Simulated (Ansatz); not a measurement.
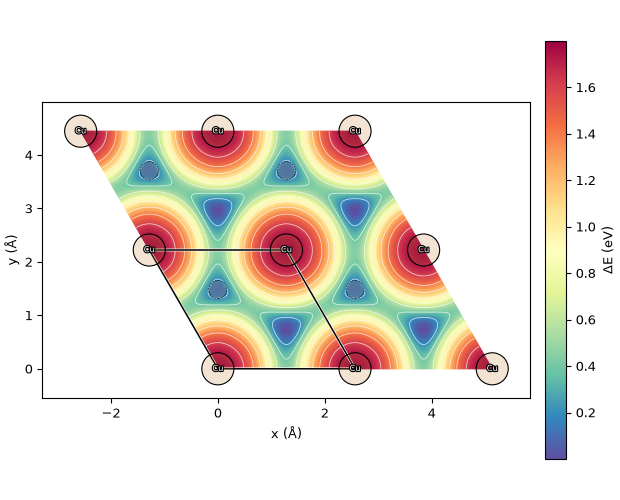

O on a Cu(111) slab cut from the Fm-3m phase, its upper half relaxed before the scan (12 atoms of substrate and one adsorbate in a 2 × 2 cell). O is moved over the surface cell; relaxed at each place: the height of the adsorbate's atoms; substrate rigid; the origin of the map has the adsorbate above Cu9. Places are given modulo a cell vector. The map is drawn in real space over the plane of the surface. The grid has 6 × 6 points; 10 points were computed and 26 follow by symmetry. Places are given in fractions of the 1 × 1 surface cell. All energies are given in eV relative to the lowest grid point. The runs have no spin polarisation; a magnetic state may lie lower. Theory: DFT PBE, scalar-relativistic, plane waves, PAW in Ansatz 0.2.0. Settings: cutoff 420 eV, k-mesh 6×6×1, gaussian smearing 0.1 eV, no spin polarisation.

Drawn: a smooth colour map with a few white contour lines, labelled circles for the atoms of the top layer and small ones for the second layer, the outline of one cell of the 2 × 2 shown. Between grid points the surface is interpolated.

The lowest grid point is at a threefold hollow over a third-layer Cu atom, (4/6, 2/6) of the cell vectors. There is a further well near a threefold hollow over a second-layer Cu atom, (2/6, 4/6) of the cell vectors (0.10 eV above the lowest at that grid point). The highest grid point, the top site over a surface Cu atom, (0/6, 0/6) of the cell vectors, lies 1.80 eV above the lowest. On the interpolated surface the easiest way out of the lowest well to the well at a threefold hollow over a second-layer Cu atom, (2/6, 4/6) of the cell vectors passes a barrier of about 0.44 eV. At the lowest point the adsorbate has 3 Cu at 1.88 Å as nearest neighbours, at the highest 1 Cu at 1.72 Å. Its relaxed height above the top atom is 1.16 Å at the lowest and 1.72 Å at the highest point.

The system is changed to O on an Al(111) slab cut from the Fm-3m phase, its upper half relaxed before the scan (12 atoms of substrate and one adsorbate in a 2 × 2 cell); all else is set up alike. 

Question: What will the new map look like?

Answer: The lowest place stays at a threefold hollow over a third-layer Al atom, (4/6, 2/6) of the cell vectors. The span from the lowest to the highest grid point grows from 1.80 to 2.92 eV. The easiest pass out of the lowest well goes from about 0.44 to about 0.85 eV on the interpolated surfaces. Higher wells of the new map: a threefold hollow over a second-layer Al atom, (2/6, 4/6) of the cell vectors, 0.46 eV up (that grid point lay 0.10 eV up before). In the new map: at the lowest point the adsorbate has 3 Al at 1.86 Å as nearest neighbours, at the highest 1 Al at 1.67 Å. Its relaxed height above the top atom is 0.85 Å at the lowest and 1.67 Å at the highest point.

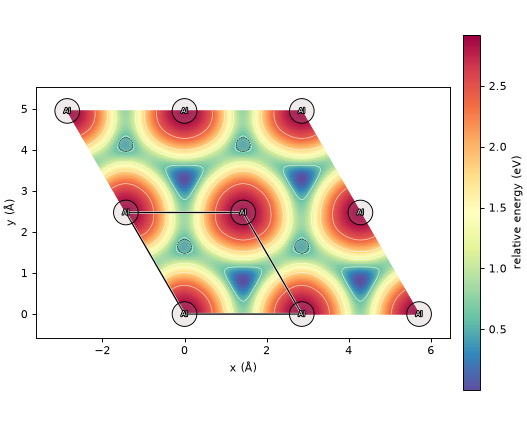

The map after the change, on a colour scale of its own. In the figure: a smooth colour map with a few white contour lines, labelled circles for the atoms of the top layer and small ones for the second layer, the outline of one cell of the 2 × 2 shown. Between grid points the surface is interpolated.
